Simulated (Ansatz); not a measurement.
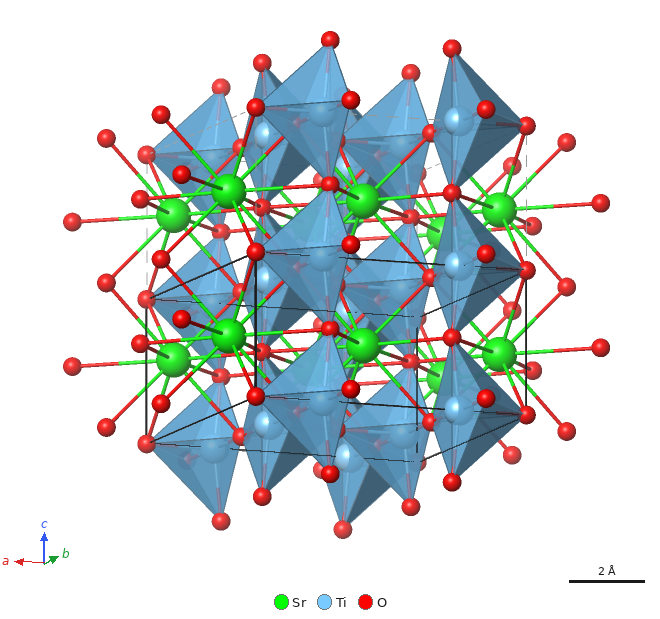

Structure drawing (polyhedral), viewed from a general direction. A block of 1×1×2 cells is shown, with one conventional unit cell in solid outline. Some atoms of the next cells are drawn as well.

In words:

The stoichiometry is Sr₂Ti₂O₅. It is base-centred orthorhombic, space group Cmmm (No. 65). Content of the cell: 4 Sr, 4 Ti, 10 O (Z = 2). The polyhedra are TiO5 square pyramids; they share corners. Each Sr has ten O at about 2.7 to 2.9 Å. Ti is coordinated by five O in a distorted square pyramidal arrangement at about 2.0 Å. O is coordinated by four Sr and two Ti in a distorted octahedral arrangement (about 2.7 to 2.9 Å to Sr, 2.0 Å to Ti). The bonds build a three-dimensional framework.

Origin of the cell: a structure listed in the Materials Project. Earlier steps of the study, as a rule a relaxation of our own, may have changed the cell and positions, so they can lie some per cent off the listed ones. It was set up as input for a calculation with Ansatz.
